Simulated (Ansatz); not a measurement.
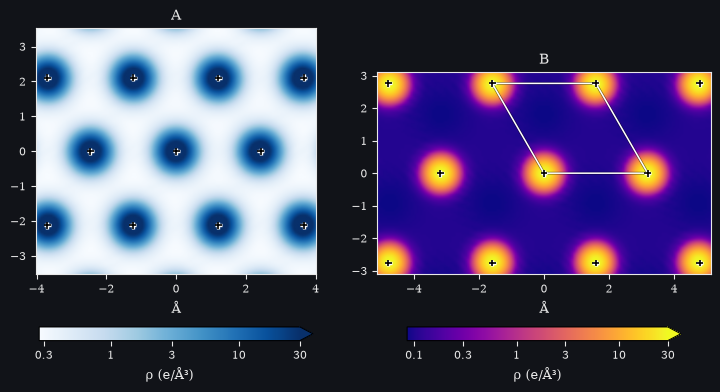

The valence electron density of 2 systems, each on a plane through atoms (crosses mark nuclei in the plane).

Level of theory: DFT PBEsol, scalar-relativistic, plane waves, PAW in Ansatz.

System 1: Ni (cell with a defect), the (010) plane of the calculation cell. Spin-polarised.

System 2: Mg, the (001) plane of the conventional cell. Space group P6₃/mmc; a structure from a database of computed crystals, not necessarily the ambient phase.

**Match each panel to its system.**

Panel A is system 1, Ni: the plane holds Ni. Ni–Ni (2.42 Å): ρ at the midpoint is about 0.37 e/Å³. Panel B is system 2, Mg: the plane holds Mg. Mg–Mg (3.19 Å): the density is about 0.1 e/Å³ at the midpoint.
